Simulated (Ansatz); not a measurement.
HfO2

The calculation's input:

```
crystal:
  lattice:
    - [5.0897536228, 0.0354122775, 0.0354122775]
    - [0.0354122775, 5.0897536228, 0.0354122775]
    - [0.0354122775, 0.0354122775, 5.0897536228]
  atoms:
    - { symbol: Hf, position: [0.0057693972, 0.0057693972, 0.0057693972] }
    - { symbol: Hf, position: [0.9536187868, 0.511136737, 0.5107830661] }
    - { symbol: Hf, position: [0.5107830661, 0.9536187868, 0.511136737] }
    - { symbol: Hf, position: [0.511136737, 0.5107830661, 0.9536187868] }
    - { symbol: O, position: [0.2669636919, 0.2669636919, 0.2669636919] }
    - { symbol: O, position: [0.1354959693, 0.2399517641, 0.7740507177] }
    - { symbol: O, position: [0.2399517641, 0.7740507177, 0.1354959693] }
    - { symbol: O, position: [0.2575296032, 0.7793892728, 0.7170479299] }
    - { symbol: O, position: [0.7740507177, 0.1354959693, 0.2399517641] }
    - { symbol: O, position: [0.7170479299, 0.2575296032, 0.7793892728] }
    - { symbol: O, position: [0.7793892728, 0.7170479299, 0.2575296032] }
    - { symbol: O, position: [0.689294202, 0.689294202, 0.689294202] }
scf:
  occupations: { method: fixed }
output:
  forces: true
  stress: true
  eigenvalues: true
  polarization: {}
  write_density: true
  write_potential: true
  elf: true
  volumetric_format: npy
hamiltonian:
  xc: pbesol
basis:
  ecutwfc: 560
kpoints:
  mp_grid: { grid: [4, 4, 4] }
relax:
  f_tol: 0.004
  max_steps: 120
  cell: { stress_tol: 0.05 }
```

Run with:

```sh
ansatz run input.yaml --threads 4 --pin off --max-ram 8192MiB --backend cpu --events-out ev --progress --plain --runs-dir out
```

Below, planes, directions and counts refer to the conventional cell (a = 5.07 Å, b = 5.07 Å, c = 5.07 Å, α = 90.00°, β = 90.00°, γ = 90.00°).

The fields are those of the relaxed geometry.

Space group P-43m; a generated structure, not necessarily the stable one.

These are results of Ansatz 0.2.0, DFT PBEsol, scalar-relativistic, plane waves, PAW, not measurements.

Question: What will maps of the valence pseudo-density and electron localisation function show?

Answer: Hf–O (2.02 Å): the density is about 0.95 e/Å³ at the midpoint; the ELF peaks at about 0.85 in the valence shell of O, 0.6 Å from its nucleus, and drops to about 0.20 between the two atoms; no shared electron pair shows on this line.
Hf–O (2.13 Å): the density is about 0.69 e/Å³ at the midpoint; the ELF peaks at about 0.85 in the valence shell of O, 0.6 Å from its nucleus, and drops to about 0.20 between the two atoms: no shared electron pair shows on this line.
Hf–O (2.26 Å): ρ at the midpoint is about 0.48 e/Å³; the ELF peaks at about 0.85 in the valence shell of O, 0.6 Å from its nucleus, and drops to about 0.15 between the two atoms (no shared electron pair shows on this line).

Question: Metal or insulator at this level of theory?

Answer: It is gapped, with a Kohn–Sham gap of 4.3 eV on the k-point mesh, an upper bound to the gap of this method.

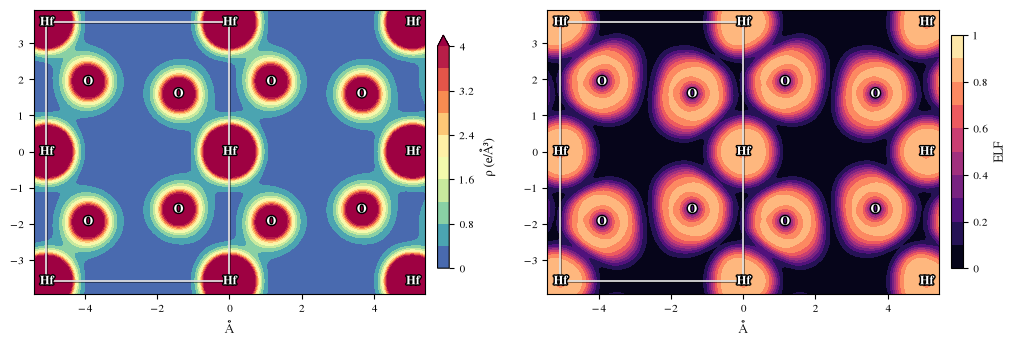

Computed valence pseudo-density and electron localisation function on the (101) plane of the conventional cell, in this order. 

Core electrons are frozen (PAW), and the valence fields are smoothed inside the atomic spheres.
